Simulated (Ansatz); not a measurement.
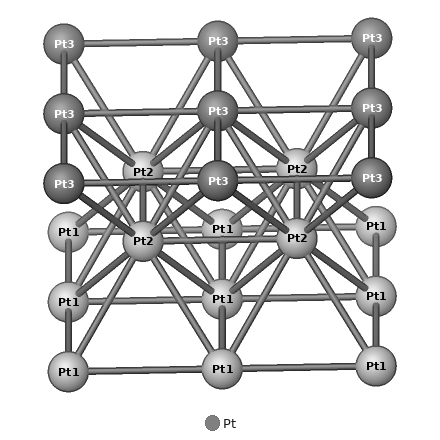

The system is H on a Pt(100) slab cut from the Fm-3m phase, its upper half relaxed before the scan (3 atoms of substrate and one adsorbate in a 1 × 1 cell); the picture shows it without the atoms that are moved over the map. H is moved over the surface cell; relaxed at each place: the height of the adsorbate's atoms; substrate rigid; the origin of the map has the adsorbate above Pt3. Places are given modulo a cell vector. The map is drawn in real space over the plane of the surface. The grid has 6 × 6 points; 10 points were computed and 26 follow by symmetry. All energies are given in meV relative to the lowest grid point. With one adsorbate in each 1 × 1 cell, its nearest image is 2.8 Å away, so neighbouring adsorbates interact. Method: DFT PBE, scalar-relativistic, plane waves, PAW (Ansatz). Settings: cutoff 420 eV, k-mesh 9×9×1, gaussian smearing 0.1 eV, no spin polarisation.

Range: position of H4 along the first surface vector from 0.000 to 0.833; position of H4 along the second surface vector from 0.000 to 0.833.

Q: Predict the map.

A: The lowest grid point is at a bridge site between two Pt atoms, (0/6, 3/6) of the cell vectors; the map holds 2 wells of about this depth. The highest grid point, a fourfold hollow over a second-layer Pt atom, (3/6, 3/6) of the cell vectors, lies 413 meV above the lowest. On the interpolated surface the easiest way out of the lowest well to a well of about the same depth near a bridge site between two Pt atoms, (3/6, 0/6) of the cell vectors passes a barrier of about 220 meV. At the lowest point the adsorbate has 2 Pt at 1.76 Å as nearest neighbours, at the highest 4 Pt at 2.07 Å. Its relaxed height above the top atom is 1.07 Å at the lowest and 0.58 Å at the highest point.

```csv
"second ↓, first →",0/6,1/6,2/6,3/6,4/6,5/6
5/6,215,221,185,65,185,221
4/6,153,185,247,257,247,185
3/6,0,65,257,413,257,65
2/6,153,185,247,257,247,185
1/6,215,221,185,65,185,221
0/6,216,215,153,0,153,215
```

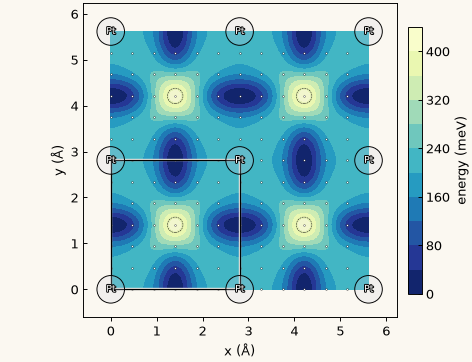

Drawn: filled contours, dots at the grid points, labelled circles for the atoms of the top layer and small ones for the second layer, the outline of one cell of the 2 × 2 shown. Between grid points the surface is interpolated.

The whole map (10 points run) took 6.9 min on 1 thread of Intel(R) Xeon(R) Platinum 8259CL CPU @ 2.50GHz (Skylake/Cascade Lake) (shared host).

PAW datasets: the set soft_1.
